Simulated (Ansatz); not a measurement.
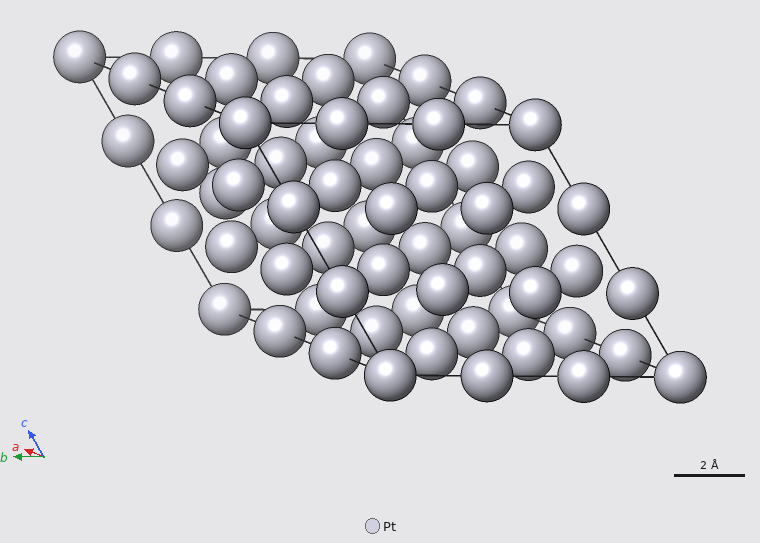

Figure 1. The input geometry (spheres-only view of the cell of the calculation, seen at an oblique angle).

## Run report: Pt, geometry relaxation (part 1 of 3)

The run: geometry relaxation of Pt (defect cell, 28 atoms in the cell). Method and program: DFT r2SCAN, scalar-relativistic, plane waves, PAW, no spin polarisation (Ansatz 0.2.0).

The structure derives from a Materials Project entry. It belongs to a series of runs on one base structure; here: Pt interstitial, charge +0, atoms relaxed at the host's cell.

Input file
```yaml
crystal:
  lattice:
    - [-5.9103276459, 5.9103276459, 0.0]
    - [-5.9103276459, 0.0, 5.9103276459]
    - [0.0, 5.9103276459, 5.9103276459]
  atoms:
    - { symbol: Pt, position: [0.0, 0.0, 0.0] }
    - { symbol: Pt, position: [0.3333333333, 0.0, 0.0] }
    - { symbol: Pt, position: [0.0, 0.3333333333, 0.0] }
    - { symbol: Pt, position: [-0.0070902222, 0.0022886018, 0.3335059098] }
    - { symbol: Pt, position: [0.6666666667, 0.0, 0.0] }
    - { symbol: Pt, position: [0.3333333333, 0.3333333333, 0.0] }
    - { symbol: Pt, position: [0.3333333333, 0.0, 0.3333333333] }
    - { symbol: Pt, position: [0.0, 0.6666666667, 0.0] }
    - { symbol: Pt, position: [0.0, 0.3333333333, 0.3333333333] }
    - { symbol: Pt, position: [0.0, 0.0, 0.6666666667] }
    - { symbol: Pt, position: [0.6666666667, 0.3333333333, 0.0] }
    - { symbol: Pt, position: [0.6481221045, 0.007418721, 0.3395418403] }
    - { symbol: Pt, position: [0.3333333333, 0.6666666667, 0.0] }
    - { symbol: Pt, position: [0.3333333333, 0.3333333333, 0.3333333333] }
    - { symbol: Pt, position: [0.3333333333, 0.0, 0.6666666667] }
    - { symbol: Pt, position: [-0.0200095471, 0.6575223032, 0.3472739486] }
    - { symbol: Pt, position: [0.0, 0.3333333333, 0.6666666667] }
    - { symbol: Pt, position: [0.6666666667, 0.6666666667, 0.0] }
    - { symbol: Pt, position: [0.6666666667, 0.3333333333, 0.3333333333] }
    - { symbol: Pt, position: [0.6869122438, -0.0029801827, 0.6540667858] }
    - { symbol: Pt, position: [0.3333333333, 0.6666666667, 0.3333333333] }
    - { symbol: Pt, position: [0.3333333333, 0.3333333333, 0.6666666667] }
    - { symbol: Pt, position: [0.0034598444, 0.6631547736, 0.6619863045] }
    - { symbol: Pt, position: [0.6666666667, 0.6666666667, 0.3333333333] }
    - { symbol: Pt, position: [0.6666666667, 0.3333333333, 0.6666666667] }
    - { symbol: Pt, position: [0.3333333333, 0.6666666667, 0.6666666667] }
    - { symbol: Pt, position: [0.677064742, 0.6575086219, 0.6665473664] }
    - { symbol: Pt, position: [0.8421524097, 0.8349657609, 0.5034624403] }
basis:
  ecutwfc: 500
  xc_grid: 3
kpoints:
  mp_grid: { grid: [4, 4, 4], shift: [0.0, 0.0, 0.0] }
hamiltonian:
  xc: r2scan
scf:
  occupations: { method: gaussian, width: 0.1 }
output:
  forces: true
  stress: false
  eigenvalues: true
  write_density: true
  write_potential: true
  elf: true
  volumetric_format: npy
relax:
  adjacent_minimum: "off"
  f_tol: 0.025
  max_steps: 45
```

Launch command:
```bash
ansatz run input.yaml --threads 8 --pin off --max-ram 20480MiB --backend cpu --events-out ev --progress --plain --runs-dir out
```

The program's output
```
Engine: ansatz 0.2.0, x86_64-unknown-linux-gnu
Pseudopotentials: kind: paw
Pseudopotential: Pt, paw, valence charge 18, recommended cutoff 500 eV (meta_gga), Pt.paw.azcp
Functional definition: r2SCAN
  parameter k0 = 0.174
  parameter k1 = 0.065
  parameter a1 = 4.9479
  exchange = r2scan_x(k0 = k0, k1 = k1, a1 = a1)
  correlation = r2scan_c
Crystal: 28 atoms, lattice volume = 412.919 Å³
Basis set: ecut = 500 eV, 10489 PW (Γ), exchange–correlation on 192×192×192 points (27 copies of the dense FFT grid, shifted against one another)
Bands: 303, of which v1, the nominal top of the filled ones, is band 252 counted from 1 (251 counted from 0)
Symmetry: 1 space group operations
Space group: P1 (ITA 1), of the structure as read, at distance tolerance 7.4e-5 Å
k-points: 36 of 64 (time reversal used)
Non-local potential: Pt, projectors of the file, l = 0: 3, l = 1: 2, l = 2: 2, l = 3: 1
PAW form: soft (Blöchl's): semilocal exchange-correlation on the pseudo side does not see the compensation charge
PAW frozen core: Pt, regenerated for the run's functional (the file was generated under x = pbe(κ = 0.804, μ = 0.2195149727645171), c = pbe(β = 0.06672455060314922))
PAW one-centre angular grid: Pt, 590 points (default); XC on 160 Gauss nodes
Initial density: superposition of atomic densities (neutral atoms: chi_scale 0, normalization atom), corrected by the library's trained network
Initial wavefunctions: pseudopotential atomic-orbital guess
Functional: x = r2scan, c = r2scan; τ floored in thin density (d = 2e-4 eV/Å³)
SCF iter   1: F=—  HF=-350993.687428 eV  |F-HF|=—  |Δ(HF+E_count)|=         —  Δρ=2.69e-2  dr2=6.50e0  dr2_τ=9.56e-1  ethr=1.77e-3  ⟨swp⟩=5.1  Hψ=38775  notcnv=0  defer=492
preconditioner: auto → Kerker (q_TF=auto, 2.820 Å⁻¹)  [metal: Δε(μ)=0.004 eV  Ē_g=9.595 eV  σ=0.100 eV  W_gap=0.02  n_scr=168 (ndim 8)  ℏωp=30.6 eV  f_vac=0.000  D(μ)=31.81/eV (n_scr^D=338)]
SCF iter   2: F=—  HF=-350993.531913 eV  |F-HF|=—  |Δ(HF+E_count)|=   1.56e-1  Δρ=1.44e-2  dr2=1.50e0  dr2_τ=4.55e-1  ethr=1.29e-3  ⟨swp⟩=2.0  Hψ=12911  notcnv=0  defer=1356
SCF iter   3: F=—  HF=-350993.471898 eV  |F-HF|=—  |Δ(HF+E_count)|=   6.00e-2  Δρ=6.29e-3  dr2=1.37e-1  dr2_τ=1.18e-2  ethr=2.97e-4  ⟨swp⟩=2.0  Hψ=14898  notcnv=0  defer=1356
SCF iter   4: F=—  HF=-350993.484065 eV  |F-HF|=—  |Δ(HF+E_count)|=   1.22e-2  Δρ=1.80e-3  dr2=1.69e-2  dr2_τ=1.67e-3  ethr=2.72e-5  ⟨swp⟩=2.0  Hψ=15362  notcnv=0  defer=1356
SCF iter   5: F=—  HF=-350993.488569 eV  |F-HF|=—  |Δ(HF+E_count)|=   4.50e-3  Δρ=9.40e-4  dr2=6.83e-3  dr2_τ=9.58e-4  ethr=3.36e-6  ⟨swp⟩=2.0  Hψ=14443  notcnv=0  defer=1356
SCF iter   6: F=—  HF=-350993.486676 eV  |F-HF|=—  |Δ(HF+E_count)|=   1.89e-3  Δρ=4.16e-4  dr2=1.28e-3  dr2_τ=1.50e-4  ethr=1.35e-6  ⟨swp⟩=1.0  Hψ=10909  notcnv=0  defer=1356
SCF iter   7: F=—  HF=-350993.486959 eV  |F-HF|=—  |Δ(HF+E_count)|=   2.83e-4  Δρ=2.04e-4  dr2=2.56e-4  dr2_τ=3.20e-5  ethr=2.54e-7  ⟨swp⟩=2.0  Hψ=14304  notcnv=0  defer=1356
SCF iter   8: F=—  HF=-350993.487048 eV  |F-HF|=—  |Δ(HF+E_count)|=   8.88e-5  Δρ=1.15e-4  dr2=1.11e-4  dr2_τ=1.56e-5  ethr=5.07e-8  ⟨swp⟩=2.0  Hψ=14441  notcnv=0  defer=1356
SCF iter   9: F=-350993.487049 eV  HF=-350993.487051 eV  |F-HF|=1.83e-6  |Δ(HF+E_count)|=   3.03e-6  Δρ=3.83e-5  dr2=7.61e-6  dr2_τ=1.10e-6  ethr=3.10e-9  ⟨swp⟩=13.3  Hψ=92174  notcnv=0
SCF 1 converged in 9 iterations: F = -350993.487049 eV  dr2 = 7.61e-6
  greatest PAW one-centre occupation: 1.010 electrons in one spin orbital (limit 2), on the Pt atom at site 27 (counted from 0), in its partial waves of l = 1
relax step   1: F+E_penalty+E_count = -350993.48704890 eV  Δ(F+E_penalty+E_count) = +0.000e0 eV  max|allowed force component| = 4.236e1 eV/Å  Δτ_max = 0.0000 Å  (9 SCF iters, dr2 threshold 1.56e-5 eV, accepted)
Initial density: handed on by an earlier stage of this run
Initial wavefunctions: those handed on with the density
iter 1 solved again at ethr=4.05e-4 eV; its pass at ethr=3.10e-3 eV (dr2=2.04e0 eV) is discarded
SCF iter   1: F=—  HF=-351008.033773 eV  |F-HF|=—  |Δ(HF+E_count)|=         —  Δρ=1.95e-2  dr2=2.05e0  dr2_τ=3.13e1  ethr=4.05e-4  ⟨swp⟩=1.3  Hψ=46333  notcnv=0  defer=1210
preconditioner: auto → Kerker (q_TF=auto, 2.820 Å⁻¹)  [metal: Δε(μ)=0.001 eV  Ē_g=9.440 eV  σ=0.100 eV  W_gap=0.00  n_scr=168 (ndim 8)  ℏωp=30.6 eV  f_vac=0.000  D(μ)=36.38/eV (n_scr^D=458)]
SCF iter   2: F=—  HF=-351012.891063 eV  |F-HF|=—  |Δ(HF+E_count)|=    4.86e0  Δρ=1.13e-2  dr2=2.34e-1  dr2_τ=1.18e-1  ethr=4.05e-4  ⟨swp⟩=2.0  Hψ=19185  notcnv=0  defer=1210
SCF iter   3: F=—  HF=-351012.899593 eV  |F-HF|=—  |Δ(HF+E_count)|=   8.53e-3  Δρ=6.02e-3  dr2=1.35e-1  dr2_τ=7.62e-3  ethr=4.65e-5  ⟨swp⟩=2.0  Hψ=13308  notcnv=0  defer=1210
SCF iter   4: F=—  HF=-351012.896424 eV  |F-HF|=—  |Δ(HF+E_count)|=   3.17e-3  Δρ=2.94e-3  dr2=3.58e-2  dr2_τ=6.70e-3  ethr=2.68e-5  ⟨swp⟩=2.0  Hψ=16929  notcnv=0  defer=1210
SCF iter   5: F=—  HF=-351012.894556 eV  |F-HF|=—  |Δ(HF+E_count)|=   1.87e-3  Δρ=8.52e-4  dr2=4.72e-3  dr2_τ=1.07e-3  ethr=7.11e-6  ⟨swp⟩=2.1  Hψ=15786  notcnv=0  defer=1316
SCF iter   6: F=—  HF=-351012.894828 eV  |F-HF|=—  |Δ(HF+E_count)|=   2.73e-4  Δρ=4.10e-4  dr2=1.02e-3  dr2_τ=1.20e-4  ethr=9.37e-7  ⟨swp⟩=1.8  Hψ=9798  notcnv=0  defer=1316
SCF iter   7: F=—  HF=-351012.894947 eV  |F-HF|=—  |Δ(HF+E_count)|=   1.19e-4  Δρ=2.30e-4  dr2=3.88e-4  dr2_τ=3.39e-5  ethr=2.02e-7  ⟨swp⟩=1.9  Hψ=12033  notcnv=0  defer=1316
SCF iter   8: F=-351012.894935 eV  HF=-351012.894991 eV  |F-HF|=5.61e-5  |Δ(HF+E_count)|=   4.35e-5  Δρ=9.92e-5  dr2=8.12e-5  dr2_τ=1.03e-5  ethr=1.98e-8  ⟨swp⟩=14.7  Hψ=90129  notcnv=0
SCF 2 converged in 8 iterations: F = -351012.894935 eV  dr2 = 8.12e-5
[... from here on the iterations of each SCF are left out, up to the last one ...]
relax step   2: F+E_penalty+E_count = -351012.89493477 eV  Δ(F+E_penalty+E_count) = -1.941e1 eV  max|allowed force component| = 1.537e1 eV/Å  Δτ_max = 0.1950 Å  (8 SCF iters, dr2 threshold 1.00e-4 eV, accepted)
preconditioner: auto → Kerker (q_TF=auto, 2.820 Å⁻¹)  [metal: Δε(μ)=0.001 eV  Ē_g=9.388 eV  σ=0.100 eV  W_gap=0.01  n_scr=168 (ndim 8)  ℏωp=30.6 eV  f_vac=0.000  D(μ)=42.09/eV (n_scr^D=536)]
SCF 3 converged in 9 iterations: F = -351020.557129 eV  dr2 = 1.44e-5
relax step   3: F+E_penalty+E_count = -351020.55712872 eV  Δ(F+E_penalty+E_count) = -7.662e0 eV  max|allowed force component| = 4.783e0 eV/Å  Δτ_max = 0.1957 Å  (9 SCF iters, dr2 threshold 1.00e-4 eV, accepted)
preconditioner: auto → Kerker (q_TF=auto, 2.820 Å⁻¹)  [metal: Δε(μ)=0.014 eV  Ē_g=9.369 eV  σ=0.100 eV  W_gap=0.08  n_scr=168 (ndim 8)  ℏωp=30.6 eV  f_vac=0.000  D(μ)=41.09/eV (n_scr^D=530)]
SCF 4 converged in 9 iterations: F = -351022.113672 eV  dr2 = 1.28e-5
relax step   4: F+E_penalty+E_count = -351022.11367211 eV  Δ(F+E_penalty+E_count) = -1.557e0 eV  max|allowed force component| = 4.277e-1 eV/Å  Δτ_max = 0.1600 Å  (9 SCF iters, dr2 threshold 1.00e-4 eV, accepted)
preconditioner: auto → Kerker (q_TF=auto, 2.820 Å⁻¹)  [metal: Δε(μ)=0.008 eV  Ē_g=9.378 eV  σ=0.100 eV  W_gap=0.04  n_scr=168 (ndim 8)  ℏωp=30.6 eV  f_vac=0.000  D(μ)=44.03/eV (n_scr^D=608)]
SCF 5 converged in 7 iterations: F = -351022.125182 eV  dr2 = 8.20e-6
relax step   5: F+E_penalty+E_count = -351022.12518164 eV  Δ(F+E_penalty+E_count) = -1.151e-2 eV  max|allowed force component| = 1.029e-1 eV/Å  Δτ_max = 0.0435 Å  (7 SCF iters, dr2 threshold 1.14e-5 eV, accepted)
preconditioner: auto → Kerker (q_TF=auto, 2.820 Å⁻¹)  [metal: Δε(μ)=0.002 eV  Ē_g=9.382 eV  σ=0.100 eV  W_gap=0.01  n_scr=168 (ndim 8)  ℏωp=30.6 eV  f_vac=0.000  D(μ)=44.51/eV (n_scr^D=608)]
SCF 6 converged in 8 iterations: F = -351022.130705 eV  dr2 = 4.22e-7
relax step   6: F+E_penalty+E_count = -351022.13070488 eV  Δ(F+E_penalty+E_count) = -5.523e-3 eV  max|allowed force component| = 4.675e-3 eV/Å  Δτ_max = 0.0235 Å  (8 SCF iters, dr2 threshold 6.62e-7 eV, accepted)
preconditioner: auto → Kerker (q_TF=auto, 2.820 Å⁻¹)  [metal: Δε(μ)=0.009 eV  Ē_g=9.385 eV  σ=0.100 eV  W_gap=0.05  n_scr=168 (ndim 8)  ℏωp=30.6 eV  f_vac=0.000  D(μ)=44.53/eV (n_scr^D=608)]
SCF 7 converged in 3 iterations: F = -351022.130705 eV  dr2 = 6.38e-8
relax step   7: F+E_penalty+E_count = -351022.13070518 eV  Δ(F+E_penalty+E_count) = -2.919e-7 eV  max|allowed force component| = 4.672e-3 eV/Å  Δτ_max = 0.0000 Å  (3 SCF iters, accepted)
iter 1 solved again at ethr=1.25e-11 eV; its pass at ethr=3.10e-3 eV (dr2=6.29e-8 eV) is discarded
SCF iter   1: F=—  HF=-351022.130705 eV  |F-HF|=—  |Δ(HF+E_count)|=         —  Δρ=2.50e-6  dr2=6.38e-8  dr2_τ=2.64e-9  ethr=1.25e-11  ⟨swp⟩=1.0  Hψ=30345  notcnv=0
SCF iter   2: F=-351022.130705 eV  HF=-351022.130705 eV  |F-HF|=7.57e-10  |Δ(HF+E_count)|=   7.28e-9  Δρ=1.90e-6  dr2=2.33e-8  dr2_τ=1.15e-9  ethr=1.25e-11  ⟨swp⟩=6.1  Hψ=51938  notcnv=0
SCF 8 converged in 2 iterations: F = -351022.130705 eV  dr2 = 2.33e-8
```

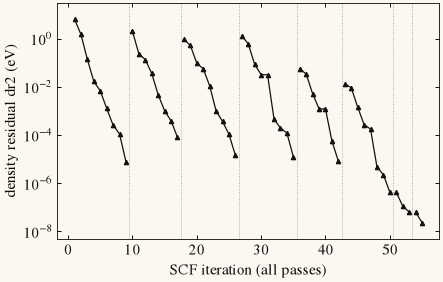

Figure 2. Convergence of the self-consistent field: density residual dr2 against the SCF iteration. Dotted lines part the SCF passes that the log prints in full.

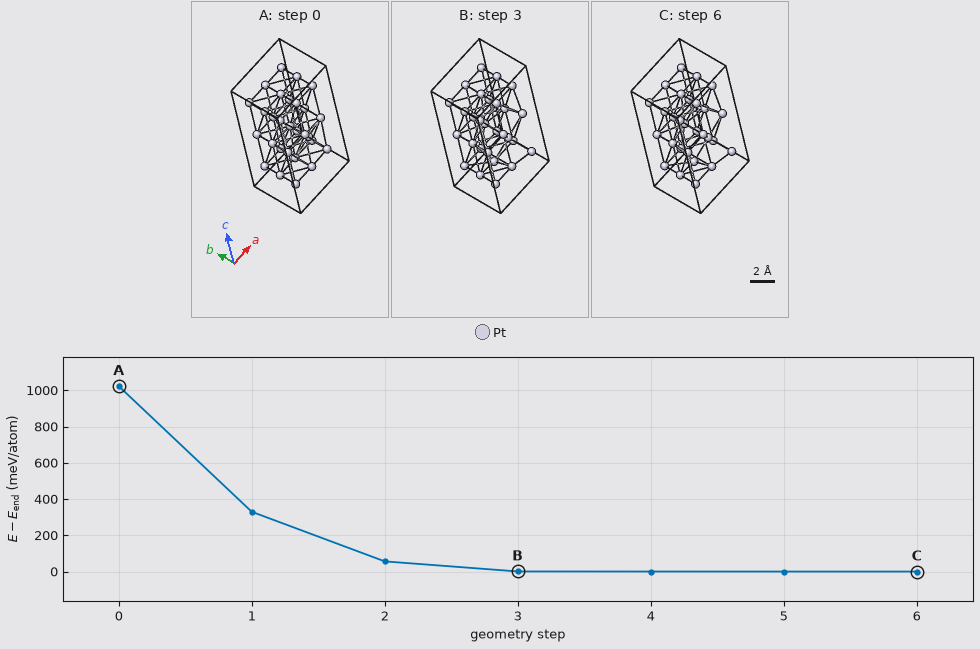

Figure 3. Frames of the relaxation (ball-and-stick view of the cell of the calculation (origin shifted), seen slightly off an axis) above the curves, on which the letters mark them (the first geometry is step 0 here and step 1 in the log).

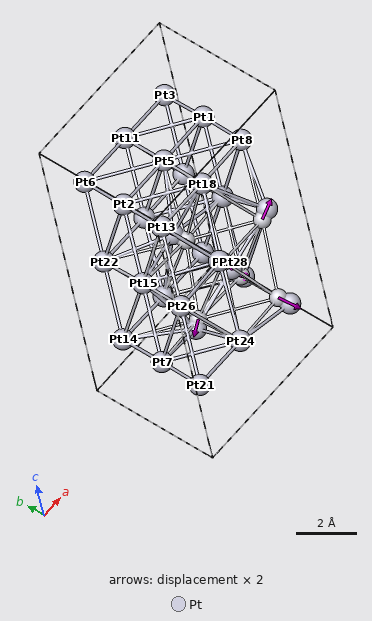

Figure 4. Start (faint) and end (solid) with the displacements as pink arrows, magnified 2 times (ball-and-stick view of the cell of the calculation (origin shifted), seen slightly off an axis). The energy falls by 1023 meV per atom in 6 geometry steps. Largest force component: 42 eV/Å at the start, 0.0047 eV/Å at the end. Pt20 moves most: 0.49 Å. The lattice vectors keep their values. Among the contacts that change: Pt16–Pt27 2.603 → 3.335 Å, Pt4–Pt20 2.620 → 3.336 Å, Pt20–Pt23 2.720 → 3.335 Å, Pt23–Pt27 2.733 → 3.335 Å. Among the angles that change: Pt16–Pt28–Pt27 80.8° → 90.0°, Pt16–Pt28–Pt20 173.2° → 180.0°, Pt4–Pt28–Pt16 96.1° → 90.0°. (Atoms are counted from 1 in the order of the input.)

```
SCF converged after 2 iterations
Free energy (F): -351022.130705 eV
Harris-Foulkes:  -351022.130705 eV  (|F-HF|=7.57e-10)
Internal energy: -351021.908070 eV  (E = F + TS)
E sigma→0 (E₀):  -351022.019388 eV
Entropy (-TS):   -0.222635 eV (-7.951 meV/atom)
Fermi energy:    23.956175 eV
--- Per-component energies (eV) ---
  E_band       = -3837.447020
  E_kinetic    = 17946.826460
  E_local      = -41018.344543  (includes V_loc(G=0)·N_el)
  E_nonlocal   = 5665.838822
  E_hartree    = 15404.892130
  E_xc         = -7032.581728
  E_vxc        = -9492.949572  (∫ρ·V_xc dr)
  E_paw        = -265449.102100  (= ΣΔE_a)
  E_vpaw       = -8354.153942  (= ΣTr[D̂ρ^β])
  E_aug_tail   = 0.004336  (compensation charges beyond the density's cutoff)
  E_vtau       = 605.547133  (kinetic-family band-sum trace: ∫τ·v_τ [+ j·A + Jᵃ·Aᵃ] dr)
  E_ewald      = -76532.959603
  E_core_change = -6.481845  (= ΣΔE_core)
  E_smearing   = -0.222635  (= −TS)
  E_closure    = -0.000000  (closes the sum)
  Σ components = -351022.130705   (vs F -351022.130705, Δ=0.00e0)
--- Forces (eV/Å), atoms counted from 1 ---
  atom   1  Pt    -0.00099376    -0.00094847     0.00070811
  atom   2  Pt     0.00193994    -0.00033700     0.00037165
  atom   3  Pt     0.00153205     0.00113943     0.00042152
  atom   4  Pt    -0.00010209    -0.00080208    -0.00286686
  atom   5  Pt    -0.00004037     0.00163346     0.00026637
  atom   6  Pt    -0.00125769     0.00403422     0.00466960
  atom   7  Pt    -0.00020917    -0.00081311     0.00045124
  atom   8  Pt    -0.00053246     0.00083630     0.00191912
  atom   9  Pt    -0.00034416     0.00033060     0.00039331
  atom  10  Pt    -0.00027883    -0.00217410    -0.00183306
  atom  11  Pt     0.00104771     0.00078899    -0.00032234
  atom  12  Pt     0.00143846    -0.00078125    -0.00080758
  atom  13  Pt     0.00081453     0.00008946     0.00035568
  atom  14  Pt    -0.00118588    -0.00090925     0.00015777
  atom  15  Pt    -0.00262759     0.00151714    -0.00050659
  atom  16  Pt     0.00203192    -0.00084541     0.00125048
  atom  17  Pt    -0.00088397    -0.00063906     0.00163140
  atom  18  Pt    -0.00200485     0.00042573    -0.00093534
  atom  19  Pt    -0.00095748     0.00136084    -0.00109129
  atom  20  Pt    -0.00048715    -0.00079286    -0.00019750
  atom  21  Pt     0.00030447    -0.00022544     0.00074136
  atom  22  Pt     0.00077976    -0.00168880    -0.00119359
  atom  23  Pt    -0.00053285     0.00082478    -0.00143220
  atom  24  Pt    -0.00071324     0.00165417     0.00139549
  atom  25  Pt    -0.00133264     0.00042059    -0.00163930
  atom  26  Pt    -0.00090524    -0.00102856    -0.00025154
  atom  27  Pt     0.00193146    -0.00106769     0.00079913
  atom  28  Pt     0.00343352    -0.00198558    -0.00245600
  max |Σ_I F_I| component: 1.36e-4 eV/Å
--- Band table (eV; the first three rows and the last of 36) ---
```
